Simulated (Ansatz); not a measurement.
Ti8C9 and related structures: several calculations on one system

Part 1: Relaxation

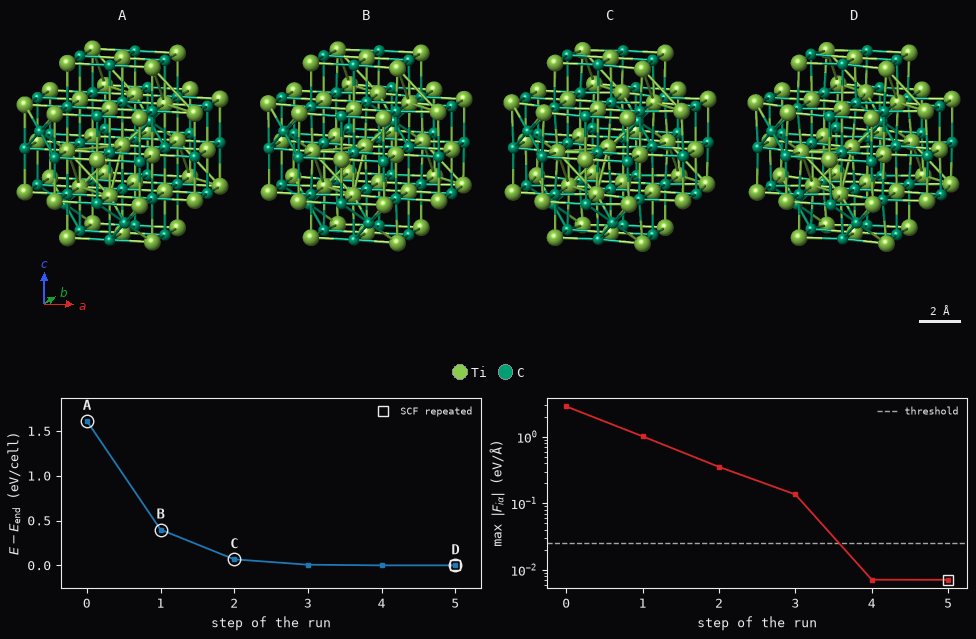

Frames of a relaxation of a defect cell of composition Ti8C9, marked on the history of the run. Style: ball-and-stick. Shown: the atoms within 5.8 Å of the atom that moves most (axes of the conventional cell (4 times the calculation's cell) (origin shifted)), slightly off an axis. Lengths and directions refer to the drawn axes.

Case: C interstitial, charge +0, atoms relaxed at the host's cell.

Theory: DFT PBE, scalar-relativistic, plane waves, PAW (Ansatz 0.2.0).

The input:
```yaml
crystal:
  lattice:
    - [0.0, 4.3327798708, -4.3327798708]
    - [4.3327798708, 4.3327798708, 0.0]
    - [4.3327798708, 0.0, -4.3327798708]
  atoms:
    - { symbol: Ti, position: [0.0, 0.0, 0.5] }
    - { symbol: Ti, position: [0.0, 0.5, 0.5] }
    - { symbol: Ti, position: [0.5, 0.0, 0.5] }
    - { symbol: Ti, position: [0.5, 0.5, 0.5] }
    - { symbol: Ti, position: [0.0, 0.0, 1.0] }
    - { symbol: Ti, position: [0.0, 0.5, 1.0] }
    - { symbol: Ti, position: [0.5, 0.0, 1.0] }
    - { symbol: Ti, position: [0.5, 0.5, 1.0] }
    - { symbol: C, position: [0.25, 0.75, 0.25] }
    - { symbol: C, position: [0.25, 0.25, 0.25] }
    - { symbol: C, position: [0.75, 0.75, 0.25] }
    - { symbol: C, position: [0.75, 0.25, 0.25] }
    - { symbol: C, position: [0.25, 0.75, 0.75] }
    - { symbol: C, position: [0.25, 0.25, 0.75] }
    - { symbol: C, position: [0.75, 0.75, 0.75] }
    - { symbol: C, position: [0.75, 0.25, 0.75] }
    - { symbol: C, position: [0.875, 0.375, 0.875] }
basis:
  ecutwfc: 420
  xc_grid: 2
kpoints:
  mp_grid: { grid: [5, 5, 5], shift: [0.0, 0.0, 0.0] }
hamiltonian:
  xc: pbe
scf:
  occupations: { method: gaussian, width: 0.1 }
output:
  forces: true
  stress: false
  eigenvalues: true
relax:
  adjacent_minimum: "off"
  f_tol: 0.025
  max_steps: 45
```

Command:
```bash
ansatz run input.yaml --threads 4 --pin off --max-ram 10240MiB --backend cpu --events-out ev --progress --plain --runs-dir out
```

> Describe the path.

Over 4 accepted moves (5 points after the start) the energy falls by 1.613 eV per cell of the calculation. Largest force component: 2.9 eV/Å at the start, 0.0071 eV/Å at the end. 1 step only repeated the SCF at the same geometry. The largest moves, 0.15 Å, are those of Ti2, Ti5, Ti6 and Ti8. Ti5 goes along [−1 −1 −1]. Largest moves by element: Ti 0.15 Å, C 0.12 Å. The cell stays as it was. Near-neighbour distances that change, for instance: Ti2–Ti5 3.064 → 2.819 Å, Ti2–Ti5 (another image) 3.064 → 3.309 Å, Ti2–C17 1.876 → 2.026 Å, C12–C17 1.876 → 1.755 Å. Among the angles between lasting bonds that change: Ti2–C11–Ti5 90.0° → 84.4°, Ti2–C11–Ti7 180.0° → 176.1°, C14–Ti7–C15 90.0° → 93.0°. Cost: 44 s on 4 threads of Intel(R) Xeon(R) Processor @ 2.50GHz (Skylake/Cascade Lake), with other jobs on the host, peak memory 0.69 GiB. From step 0 to 1: Ti atoms move most (0.09 Å), energy −1.214 eV per cell of the calculation. From step 1 to 2: Ti atoms move most (0.07 Å), energy −0.332 eV per cell of the calculation. From step 2 to 5: C atoms move most (0.05 Å), energy −67.5 meV per cell of the calculation.

```json
{"step": "0", "E − E(0), meV/atom": "0.00", "largest force component, eV/Å": "2.8736", "note": ""}
{"step": "1", "E − E(0), meV/atom": "-71.43", "largest force component, eV/Å": "1.0196", "note": ""}
{"step": "2", "E − E(0), meV/atom": "-90.94", "largest force component, eV/Å": "0.3542", "note": ""}
{"step": "3", "E − E(0), meV/atom": "-94.49", "largest force component, eV/Å": "0.1365", "note": ""}
{"step": "4", "E − E(0), meV/atom": "-94.91", "largest force component, eV/Å": "0.0071", "note": ""}
{"step": "5", "E − E(0), meV/atom": "-94.91", "largest force component, eV/Å": "0.0071", "note": "same geometry, SCF repeated"}
```

Limits of the set-up: the periodic images lie only 6.1 Å apart, so the values are limited by the cell's size.

Part 2: A change

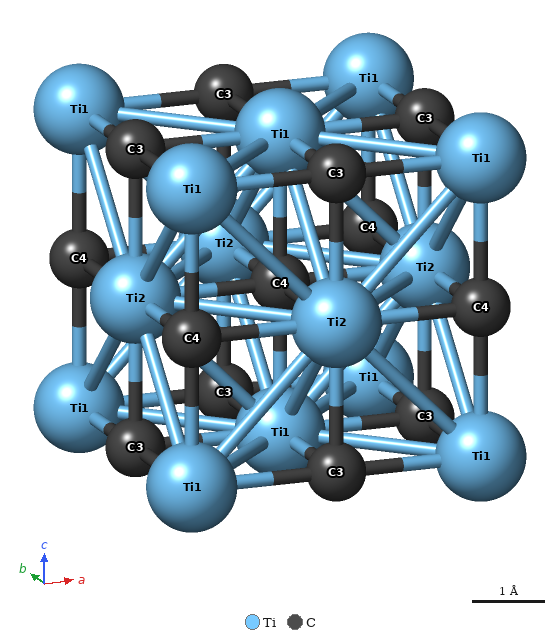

This is solid TiC (set up in Fm-3m). Style: ball-and-stick. Shown: the conventional cell (2 times the calculation's cell), slightly off an axis. Lengths and directions refer to the drawn axes.

These are results of Ansatz 0.2.0, DFT r2SCAN, scalar-relativistic, plane waves, PAW, not measurements. (plane-wave cutoff 500 eV; k-point mesh 18 × 18 × 12; occupations gaussian; smearing width 0.1 eV; no spin polarisation)

Now this is done to it. Equal strain along all axes, −4.0 %, is applied. Symmetry leaves the atoms no freedom, so this is a single point.

Input file:
```yaml
crystal:
  lattice:
    - [2.0773577531, 2.0773577531, 0.0]
    - [-2.0773577531, 2.0773577531, 0.0]
    - [0.0, 0.0, 4.1547155063]
  atoms:
    - { symbol: Ti, position: [0.0, 0.0, 0.0] }
    - { symbol: Ti, position: [0.5, 0.5, 0.5] }
    - { symbol: C, position: [0.5, 0.5, 0.0] }
    - { symbol: C, position: [0.0, 0.0, 0.5] }
basis:
  ecutwfc: 500
kpoints:
  mp_grid: { grid: [18, 18, 12] }
hamiltonian:
  xc: r2scan
scf:
  occupations: { method: gaussian, width: 0.1 }
output:
  forces: true
  stress: true
  eigenvalues: true
  write_density: true
  write_potential: true
  elf: true
  volumetric_format: npy
```

Launched with:
```bash
ansatz run input.yaml --threads 1 --pin off --max-ram 2560MiB --backend cpu --events-out ev --progress --plain --runs-dir out
```

What does the calculation give for the changed structure?

The energy rises by 135 meV per atom. Pressure: 0.0 GPa before, 40.9 GPa after. All forces vanish by symmetry. Some distances before and after: Ti–Ti 3.060 → 2.938 Å, C–Ti 2.164 → 2.077 Å. The space group stays Fm-3m (No. 225).

Drawn alike, the variant:

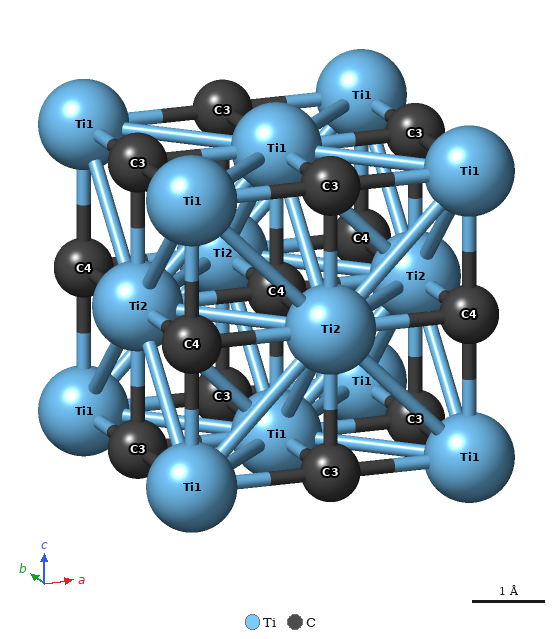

Part 3: Defect

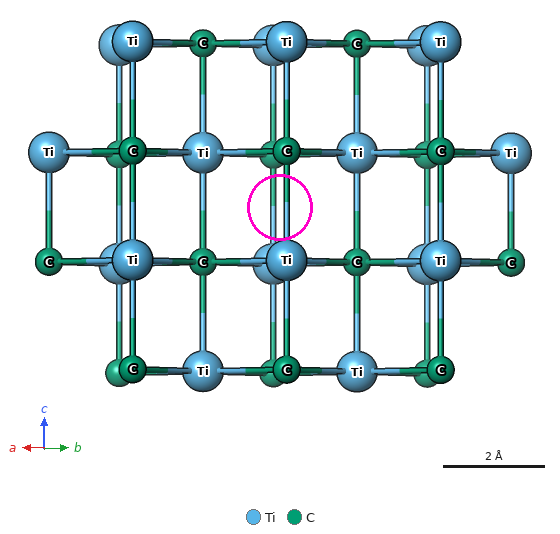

Perfect TiC. The picture is a ball-and-stick view of the atoms within 4.9 Å of one point, in a slice 4.2 Å thick across the line of sight, seen from a free direction.

Computed with DFT PBE, scalar-relativistic, plane waves, PAW in Ansatz. Set-up: plane-wave cutoff 420 eV; k-point mesh 5 × 5 × 5; occupations gaussian; smearing width 0.1 eV; no spin polarisation. The cell is small and the k-mesh coarse, so the numbers are rough. The axes drawn are those of the host's conventional cell.

An extra carbon atom is put between the host's atoms (an interstitial) at the ringed place, in charge state 0. The supercell has 16 sites, and the atoms are relaxed at the host's cell.

**Predict the relaxed surroundings of the defect.**

The C atom starts with 4 C at 1.88 Å, 4 Ti at 1.88 Å around its place and ends with 4 C at 1.75 Å, 4 Ti at 2.03 Å. Of the host's atoms, a titanium atom moves furthest from its site, by 0.15 Å. Relaxing the atoms from the host's sites lowers the energy by 1.61 eV. At a tolerance of 0.02 Å the relaxed supercell has space group F-43m.

The relaxed defect, seen from the same direction:

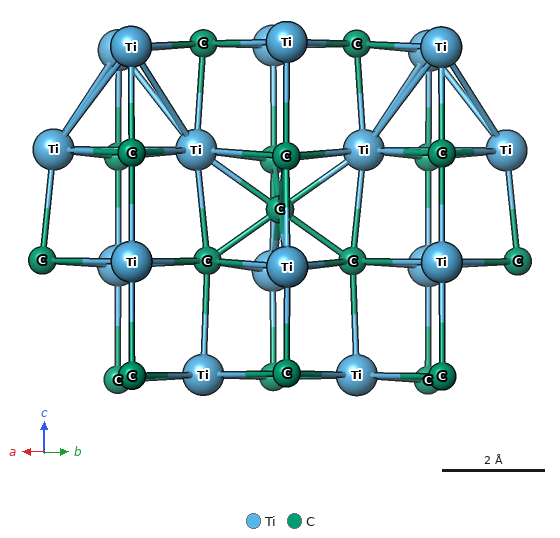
